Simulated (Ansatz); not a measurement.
# What a change does: single-point calculation on WSe2

System: WSe2 (Cm, 9 atoms in the cell).
Method of run A: DFT PBEsol, scalar-relativistic, plane waves, PAW, no spin polarisation (Ansatz 0.2.0).

The structure derives from a Materials Project entry. Text and figures count atoms from 1; the logs count them from 0 in places.

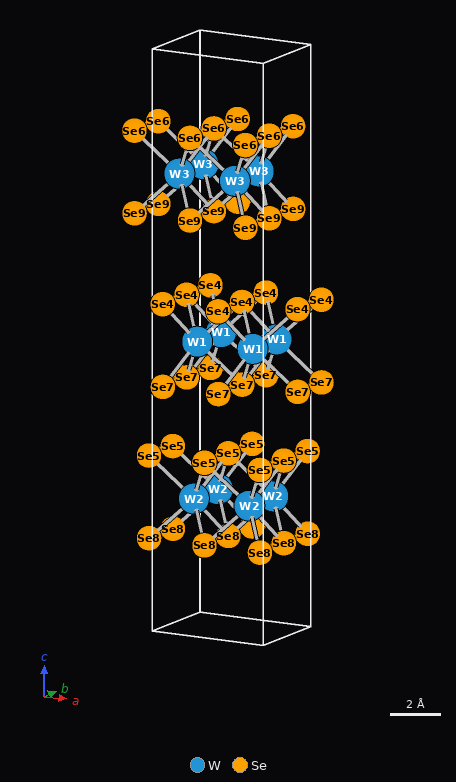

The structure as given in the input (ball-and-stick view of the 2 × 2 repeat of the cell, with the vacuum cut short, seen slightly off an axis; bonded neighbours outside the cell are drawn too; atoms are numbered from 1 in the order of the input). An atom can appear more than once, as a periodic image. Near neighbours in the periodic cell (some may lie outside the picture): W has 6 Se at 2.52 to 2.53 Å; Se has 3 W at 2.52 to 2.53 Å.

## Input, run A
```yaml
crystal:
  lattice:
    - [3.2709028869, 0.0, 0.0]
    - [-1.6354514434, 2.8326849934, 0.0]
    - [0.0, 0.0, 29.1847510368]
  atoms:
    - { symbol: W, position: [0.6666666667, 0.3333333333, 0.0] }
    - { symbol: W, position: [0.4036511713, 0.8073023425, 0.7734641584] }
    - { symbol: W, position: [0.2630154954, 0.5260309908, 0.2265358416] }
    - { symbol: Se, position: [0.3326882504, 0.6653765009, 0.0573689676] }
    - { symbol: Se, position: [0.7366263504, 0.4732527008, 0.8308403025] }
    - { symbol: Se, position: [0.5960622753, 0.1921245505, 0.2838341571] }
    - { symbol: Se, position: [0.3339784162, 0.6679568325, 0.9426310324] }
    - { symbol: Se, position: [0.7372710581, 0.4745421161, 0.7161658429] }
    - { symbol: Se, position: [0.5967069829, 0.1934139659, 0.1691596975] }
basis:
  ecutwfc: 420
kpoints:
  mp_grid: { grid: [12, 12, 1] }
hamiltonian:
  xc: pbesol
scf:
  occupations: { method: gaussian, width: 0.05 }
output:
  forces: true
  stress: true
  eigenvalues: true
```

Launched with:
```bash
ansatz run input.yaml --threads 2 --pin off --max-ram 5120MiB --backend cpu --events-out ev --progress --plain --runs-dir out
```

Hardware: 2 threads of Arm Neoverse V1, 24 GiB of memory available, shared host.

## Output, shortened to warnings, some set-up lines, iterations and results (run A)
```
Basis set: ecut = 420 eV, 5413 PW (Γ), exchange–correlation on 48×48×400 points (8 copies of the dense FFT grid, shifted against one another)
Symmetry: 2 space group operations
k-points: 43 of 144 (time reversal used)
Initial density: superposition of atomic densities (neutral atoms: chi_scale 0, normalization atom), corrected by the library's trained network
[...]
SCF iter   1: F=—  HF=-63320.245371 eV  |F-HF|=—  |Δ(HF+E_count)|=         —  Δρ=4.39e-3  dr2=9.67e-2  ethr=1.77e-3  ⟨swp⟩=7.6  Hψ=13649  notcnv=0  defer=16
SCF iter   2: F=—  HF=-63320.240269 eV  |F-HF|=—  |Δ(HF+E_count)|=   5.10e-3  Δρ=2.45e-3  dr2=2.15e-2  ethr=7.01e-5  ⟨swp⟩=2.0  Hψ=5640  notcnv=0  defer=242
SCF iter   3: F=—  HF=-63320.240576 eV  |F-HF|=—  |Δ(HF+E_count)|=   3.07e-4  Δρ=1.50e-3  dr2=2.89e-3  ethr=1.56e-5  ⟨swp⟩=2.0  Hψ=4204  notcnv=0  defer=156
SCF iter   4: F=—  HF=-63320.242505 eV  |F-HF|=—  |Δ(HF+E_count)|=   1.93e-3  Δρ=3.90e-4  dr2=8.54e-4  ethr=2.10e-6  ⟨swp⟩=2.8  Hψ=5679  notcnv=0  defer=156
SCF iter   5: F=—  HF=-63320.242550 eV  |F-HF|=—  |Δ(HF+E_count)|=   4.53e-5  Δρ=9.39e-5  dr2=5.10e-5  ethr=6.19e-7  ⟨swp⟩=2.0  Hψ=4222  notcnv=0  defer=156
SCF iter   6: F=—  HF=-63320.242310 eV  |F-HF|=—  |Δ(HF+E_count)|=   2.40e-4  Δρ=3.76e-5  dr2=8.83e-6  ethr=3.70e-8  ⟨swp⟩=2.5  Hψ=6099  notcnv=0  defer=156
SCF iter   7: F=—  HF=-63320.242313 eV  |F-HF|=—  |Δ(HF+E_count)|=   3.14e-6  Δρ=1.55e-5  dr2=1.47e-6  ethr=6.40e-9  ⟨swp⟩=2.0  Hψ=4518  notcnv=0  defer=156
SCF iter   8: F=—  HF=-63320.242314 eV  |F-HF|=—  |Δ(HF+E_count)|=   9.02e-7  Δρ=6.20e-6  dr2=3.33e-7  ethr=1.07e-9  ⟨swp⟩=2.0  Hψ=4627  notcnv=0  defer=156
SCF iter   9: F=—  HF=-63320.242314 eV  |F-HF|=—  |Δ(HF+E_count)|=   7.52e-8  Δρ=4.79e-6  dr2=1.88e-7  ethr=7.25e-11  ⟨swp⟩=11.3  Hψ=16056  notcnv=0
SCF iter  10: F=-63320.242314 eV  HF=-63320.242314 eV  |F-HF|=1.48e-9  |Δ(HF+E_count)|=   1.19e-8  Δρ=1.22e-6  dr2=6.64e-9  ethr=7.25e-11  ⟨swp⟩=3.4  Hψ=12860  notcnv=0
SCF 1 converged in 10 iterations: F = -63320.242314 eV  dr2 = 6.64e-9
SCF converged after 10 iterations
Free energy (F): -63320.242314 eV
Harris-Foulkes:  -63320.242314 eV  (|F-HF|=1.48e-9)
Internal energy: -63320.242314 eV  (E = F + TS)
E sigma→0 (E₀):  -63320.242314 eV
Fermi energy:    7.515295 eV
--- Per-component energies (eV) ---
  E_band       = -3337.404441
  E_kinetic    = 2070.283195
  E_local      = -119942.959530  (includes V_loc(G=0)·N_el)
  E_nonlocal   = -3543.145728
  E_hartree    = 59232.674111
  E_xc         = -1419.283222
  E_vxc        = -1309.244209  (∫ρ·V_xc dr)
  E_paw        = -36516.911803  (= ΣΔE_a)
  E_vpaw       = 922.341109  (= ΣTr[D̂ρ^β])
  E_aug_tail   = -0.003814  (compensation charges beyond the density's cutoff)
  E_ewald      = 36792.388399
  E_core_change = 6.716079  (= ΣΔE_core)
  E_smearing   = -0.000000  (= −TS)
  E_closure    = 0.000000  (closes the sum)
  Σ components = -63320.242314   (vs F -63320.242314, Δ=0.00e0)
--- Forces (eV/Å), atoms counted from 1 ---
  atom   1  W     -0.00000000    -0.00617992    -0.00226886
  atom   2  W     -0.00000000    -0.01993927    -0.00142334
  atom   3  W      0.00000000     0.02624374     0.00368656
  atom   4  Se    -0.00000000    -0.00558640    -0.02405593
  atom   5  Se    -0.00000000    -0.00088029    -0.01640304
  atom   6  Se     0.00000000     0.01102563     0.00033747
  atom   7  Se    -0.00000000    -0.01018977     0.01667293
  atom   8  Se    -0.00000000    -0.01090920    -0.00041822
  atom   9  Se     0.00000000     0.01641536     0.02387921
  max |Σ_I F_I| component: 6.78e-6 eV/Å
--- Stress (GPa, compression-positive) ---
        0.022988      -0.000000       0.000000
       -0.000000      -0.000011       0.343720
        0.000000       0.343720       0.101075
  P = ⅓ Tr σ = 0.0414 GPa (0.414 kbar)
```

The input of run B differs as follows (lines with − go, lines with + come):
```diff
-    - { symbol: W, position: [0.4036511713, 0.8073023425, 0.7734641584] }
-    - { symbol: W, position: [0.2630154954, 0.5260309908, 0.2265358416] }
-    - { symbol: Se, position: [0.3326882504, 0.6653765009, 0.0573689676] }
-    - { symbol: Se, position: [0.7366263504, 0.4732527008, 0.8308403025] }
-    - { symbol: Se, position: [0.5960622753, 0.1921245505, 0.2838341571] }
-    - { symbol: Se, position: [0.3339784162, 0.6679568325, 0.9426310324] }
-    - { symbol: Se, position: [0.7372710581, 0.4745421161, 0.7161658429] }
-    - { symbol: Se, position: [0.5967069829, 0.1934139659, 0.1691596975] }
+    - { symbol: W, position: [0.2805949549, 0.5611899098, 0.7734641584] }
+    - { symbol: W, position: [0.3860717118, 0.7721434236, 0.2265358416] }
+    - { symbol: Se, position: [0.3338171455, 0.667634291, 0.0573689676] }
+    - { symbol: Se, position: [0.6141969039, 0.2283938077, 0.8308403025] }
+    - { symbol: Se, position: [0.7196199602, 0.4392399204, 0.2838341571] }
+    - { symbol: Se, position: [0.3328495212, 0.6656990423, 0.9426310324] }
+    - { symbol: Se, position: [0.6137133731, 0.2274267462, 0.7161658429] }
+    - { symbol: Se, position: [0.7191364295, 0.4382728589, 0.1691596975] }
+  write_density: true
+  write_potential: true
+  elf: true
+  volumetric_format: npy
```

Predict how the results change.

With the same functional and potentials, run B lies 0.8 meV per atom lower. The number of SCF iterations is the same. On the same kind of shared host run B took about 1.5 times as long.

## Output, shortened to warnings, some set-up lines, iterations and results (run B)
```
WARN: The output density's exchange-correlation potential varies sharply where the density is thin. Do not read a vacuum level from v_tot or v_xc, or from such a field of the output density. On a cell that repeats whose density bears no net charge and no dipole along the vacuum's axis use v_es (v_loc + v_h of the components); under efield.dipole_correction with no amplitude use v_es + v_field, …
Basis set: ecut = 420 eV, 5413 PW (Γ), exchange–correlation on 48×48×400 points (8 copies of the dense FFT grid, shifted against one another)
Symmetry: 2 space group operations
k-points: 43 of 144 (time reversal used)
Initial density: superposition of atomic densities (neutral atoms: chi_scale 0, normalization atom), corrected by the library's trained network
[...]
SCF iter   1: F=—  HF=-63320.253011 eV  |F-HF|=—  |Δ(HF+E_count)|=         —  Δρ=4.39e-3  dr2=9.70e-2  ethr=1.77e-3  ⟨swp⟩=7.7  Hψ=13703  notcnv=0  defer=16
SCF iter   2: F=—  HF=-63320.247853 eV  |F-HF|=—  |Δ(HF+E_count)|=   5.16e-3  Δρ=2.45e-3  dr2=2.17e-2  ethr=7.03e-5  ⟨swp⟩=2.0  Hψ=5625  notcnv=0  defer=242
SCF iter   3: F=—  HF=-63320.248141 eV  |F-HF|=—  |Δ(HF+E_count)|=   2.88e-4  Δρ=1.50e-3  dr2=2.89e-3  ethr=1.58e-5  ⟨swp⟩=2.0  Hψ=4211  notcnv=0  defer=242
SCF iter   4: F=—  HF=-63320.250073 eV  |F-HF|=—  |Δ(HF+E_count)|=   1.93e-3  Δρ=3.88e-4  dr2=8.37e-4  ethr=2.10e-6  ⟨swp⟩=2.9  Hψ=5798  notcnv=0  defer=242
SCF iter   5: F=—  HF=-63320.250119 eV  |F-HF|=—  |Δ(HF+E_count)|=   4.54e-5  Δρ=9.33e-5  dr2=5.17e-5  ethr=6.06e-7  ⟨swp⟩=2.1  Hψ=4254  notcnv=0  defer=242
SCF iter   6: F=—  HF=-63320.249884 eV  |F-HF|=—  |Δ(HF+E_count)|=   2.35e-4  Δρ=3.79e-5  dr2=8.55e-6  ethr=3.74e-8  ⟨swp⟩=2.3  Hψ=5998  notcnv=0  defer=242
SCF iter   7: F=—  HF=-63320.249887 eV  |F-HF|=—  |Δ(HF+E_count)|=   3.24e-6  Δρ=1.54e-5  dr2=1.44e-6  ethr=6.20e-9  ⟨swp⟩=2.0  Hψ=4713  notcnv=0  defer=242
SCF iter   8: F=—  HF=-63320.249888 eV  |F-HF|=—  |Δ(HF+E_count)|=   8.87e-7  Δρ=5.81e-6  dr2=2.94e-7  ethr=1.04e-9  ⟨swp⟩=2.0  Hψ=4474  notcnv=0  defer=242
SCF iter   9: F=—  HF=-63320.249888 eV  |F-HF|=—  |Δ(HF+E_count)|=   7.78e-8  Δρ=4.70e-6  dr2=1.81e-7  ethr=7.25e-11  ⟨swp⟩=19.2  Hψ=29226  notcnv=0
SCF iter  10: F=-63320.249888 eV  HF=-63320.249888 eV  |F-HF|=1.72e-9  |Δ(HF+E_count)|=   1.18e-8  Δρ=1.21e-6  dr2=5.56e-9  ethr=7.25e-11  ⟨swp⟩=9.3  Hψ=24121  notcnv=0
SCF 1 converged in 10 iterations: F = -63320.249888 eV  dr2 = 5.56e-9
WARN: The output density's exchange-correlation potential varies sharply where the density is thin. Do not read a vacuum level from v_tot or v_xc, or from such a field of the output density. On a cell that repeats whose density bears no net charge and no dipole along the vacuum's axis use v_es …
SCF converged after 10 iterations
Free energy (F): -63320.249888 eV
Harris-Foulkes:  -63320.249888 eV  (|F-HF|=1.72e-9)
Internal energy: -63320.249888 eV  (E = F + TS)
E sigma→0 (E₀):  -63320.249888 eV
Fermi energy:    7.512840 eV
--- Per-component energies (eV) ---
  E_band       = -3337.485294
  E_kinetic    = 2070.240982
  E_local      = -119942.187507  (includes V_loc(G=0)·N_el)
  E_nonlocal   = -3543.141772
  E_hartree    = 59232.263324
  E_xc         = -1419.264760
  E_vxc        = -1309.221063  (∫ρ·V_xc dr)
  E_paw        = -36516.921897  (= ΣΔE_a)
[...]
```

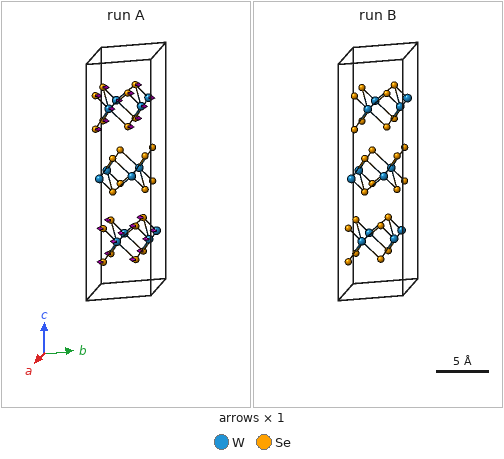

The two input geometries at one scale (ball-and-stick view of the 2 × 2 repeat of the cell, with the vacuum cut short, seen slightly off an axis). The pink arrows on the first give the shifts of the atoms relative to the cell, at true length. The largest moves, 0.70 Å, are those of W and Se atoms. By element the largest moves are Se 0.70 Å, W 0.70 Å. The cell doesn't change.

## The two runs side by side

| quantity | run A | run B |
| --- | --- | --- |
| outcome | converged | converged |
| free energy per atom (eV) | −7035.5825 | −7035.5833 |
| gap on the mesh (eV) | 1.24 | 1.24 |
| pressure (GPa) | 0.04 | 0.02 |
| largest force (eV/Å) | 0.029 | 0.020 |
| SCF iterations | 10 | 10 |
| irreducible k-points | 43 | 43 |
| plane waves at Γ | 5413 | 5413 |
| wall time (shared host) | 54 s | 83 s |

For both runs: Spin–orbit coupling is left out, which matters for W. For run B: Warnings: the exchange-correlation potential is rough where the density is thin.
